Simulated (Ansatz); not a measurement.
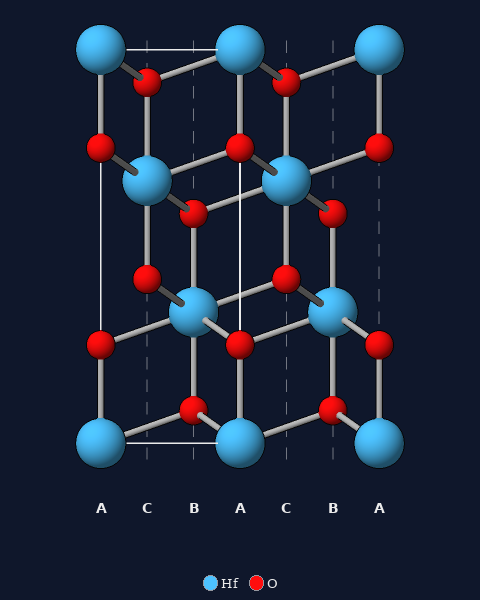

Projection along an edge of the hexagonal mesh, stacking direction [111] upwards. The dashed lines mark the three columns A (0, 0), B (1/3, 2/3) and C (2/3, 1/3). The box is the hexagonal cell of the face-centred cubic lattice. The sequence starts with the first layer at or above the cell's origin.

HfO2 (space group Fm-3m, No. 225). Coordinates: the geometry relaxed with Ansatz, DFT, r2SCAN, plane waves, PAW.

Q: Read off the stacking sequence over one period.

A: Hf(A) – O(B) – O(A) – Hf(B) – O(C) – O(B) – Hf(C) – O(A) – O(C) (nine layers in 8.76 Å).

Heights of the layers:

```tsv
layer	atoms (column)	height (Å)	to next (Å)
1	Hf(A)	0.00	0.73
2	O(B)	0.73	1.46
3	O(A)	2.19	0.73
4	Hf(B)	2.92	0.73
5	O(C)	3.65	1.46
6	O(B)	5.11	0.73
7	Hf(C)	5.84	0.73
8	O(A)	6.57	1.46
9	O(C)	8.03	0.73
```
